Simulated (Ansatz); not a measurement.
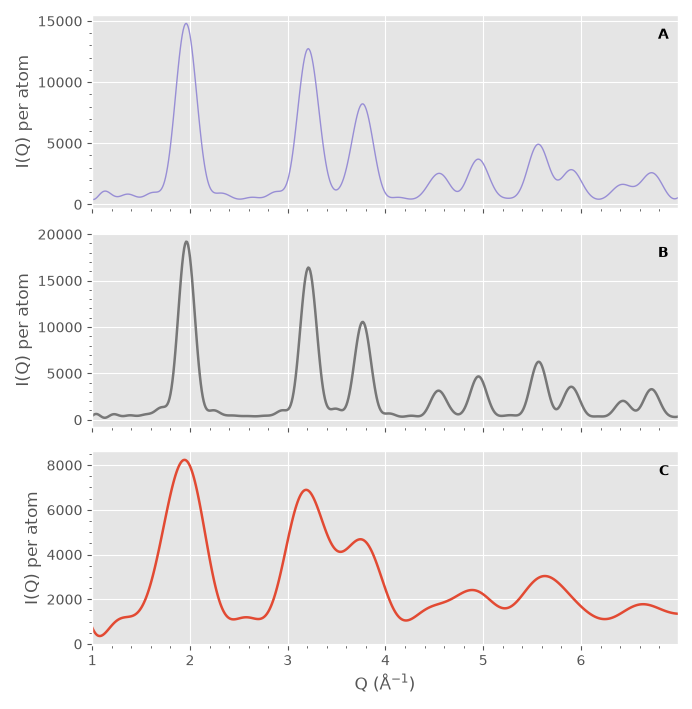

X-ray scattering of spheres cut from the crystal structure of Ir (Fd-3m, a = 5.527 Å, b = 5.527 Å, c = 5.527 Å, α = 90.00°, β = 90.00°, γ = 90.00°), calculated atom by atom with the Debye equation (B = 0.5 Å², no relaxation of the surface). It is based on the end point of a relaxation with DFT, r2SCAN, plane waves (500 eV) with PAW, scalar-relativistic (Ansatz); the starting structure was generated, so it need not be a known form of this composition.

> The spheres are 14, 28 and 36 Å across. Which curve is which?

curve A: 28 Å (525 atoms); curve B: 36 Å (1147 atoms); curve C: 14 Å (71 atoms). Peak widths go roughly as 2π/D, so the largest sphere has the sharpest peaks.

> Index the main peaks of the largest sphere.

Q ≈ 1.96 Å⁻¹: 111; Q ≈ 3.21 Å⁻¹: 220; Q ≈ 3.77 Å⁻¹: 311; Q ≈ 4.54 Å⁻¹: 400; Q ≈ 4.95 Å⁻¹: 331; Q ≈ 5.57 Å⁻¹: 422.
